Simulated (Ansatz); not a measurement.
**BaF2: density, localisation and related maps**

Input file:

```
crystal:
  lattice:
    - [0.0, 3.0971637718, 3.0971637718]
    - [3.0661921341, 0.0, 3.0971637718]
    - [3.0661921341, 3.0971637718, 0.0]
  atoms:
    - { symbol: Ba, position: [0.0, 0.0, 0.0] }
    - { symbol: F, position: [0.25, 0.25, 0.25] }
    - { symbol: F, position: [0.75, 0.75, 0.75] }
kpoints:
  mp_grid: { grid: [8, 8, 8] }
  band_path:
    path:
      - [0.0, 0.0, 0.0]
      - [0.5, 0.0, 0.5]
      - [0.625, 0.25, 0.625]
      - [0.375, 0.375, 0.75]
      - [0.5, 0.5, 0.5]
      - [0.5, 0.25, 0.75]
      - [0.0, 0.229167, -0.229167]
    npoints: 1
hamiltonian:
  xc: r2scan
scf:
  occupations: { method: fixed }
  n_extra_bands: 4
output:
  forces: true
  stress: true
  eigenvalues: true
  write_density: true
  write_potential: true
  elf: true
  volumetric_format: npy
```

Launched as:

```sh
ansatz run input.yaml --threads 4 --pin off --max-ram 4608MiB --backend cpu --events-out ev --progress --plain --runs-dir out
```

Below, planes, directions and counts refer to the conventional cell (a = 4.38 Å, b = 4.38 Å, c = 6.13 Å, α = 90.00°, β = 90.00°, γ = 90.00°).

Space group I4/mmm; started from the fluorite prototype, which need not be the ambient phase; changed on purpose from its base cell (uniaxial x strain -1.0%).

Method: DFT, r2SCAN, plane waves, PAW (Ansatz 0.2.0).

The density is the valence pseudo-density of a PAW calculation; it isn't the true density close to the nuclei.

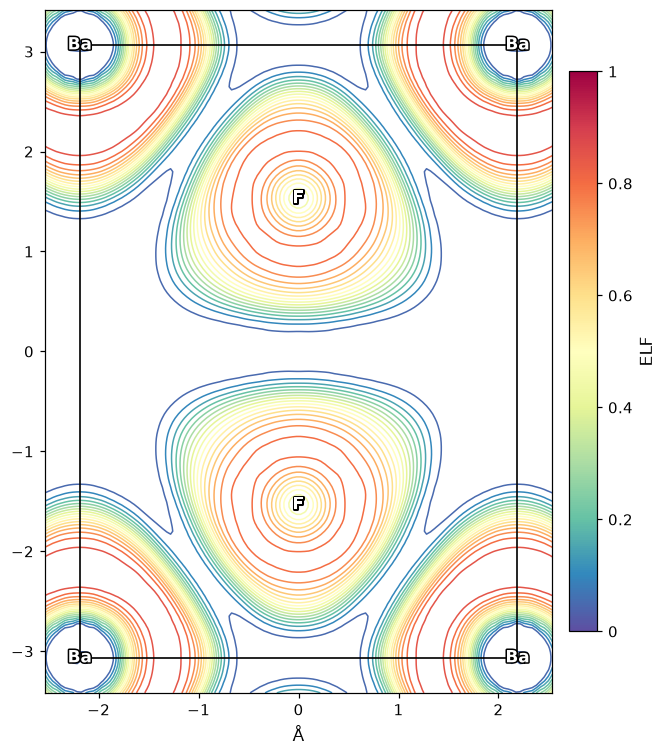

Figure 1. Electron localisation function on the (100) plane of the conventional cell.

Question: What do the fields say about this system?

Answer: The plane passes through Ba and F nuclei.
Ba–F (2.67 Å): the ELF is about 0.15 at the midpoint (a largely ionic contact).
The features right at Ba lie inside the PAW spheres, where the map follows smoothed inner orbitals and isn't to be read closely.

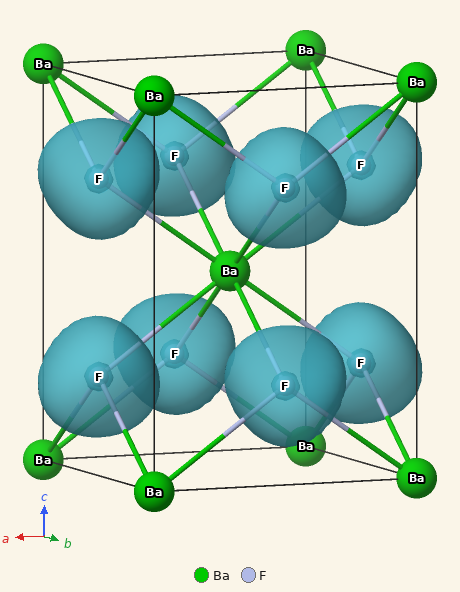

Figure 2. Isosurface of the ELF at 0.6 (cyan), seen at an oblique angle. Only the valence region is drawn (cores and ρ < 0.01 e/Å³ removed). Sticks mark near contacts.

Question: What do the ELF domains correspond to?

Answer: The surface consists of four regions wrapped around F (the valence shell of each), counted in one cell of 6 atoms. Any copies at cell faces, edges or corners count once.

Question: Metal or insulator at this level of theory?

Answer: It is gapped, with a Kohn–Sham gap of 7.4 eV on the k-point mesh (the band edges may lie off the mesh, which would make the gap smaller).
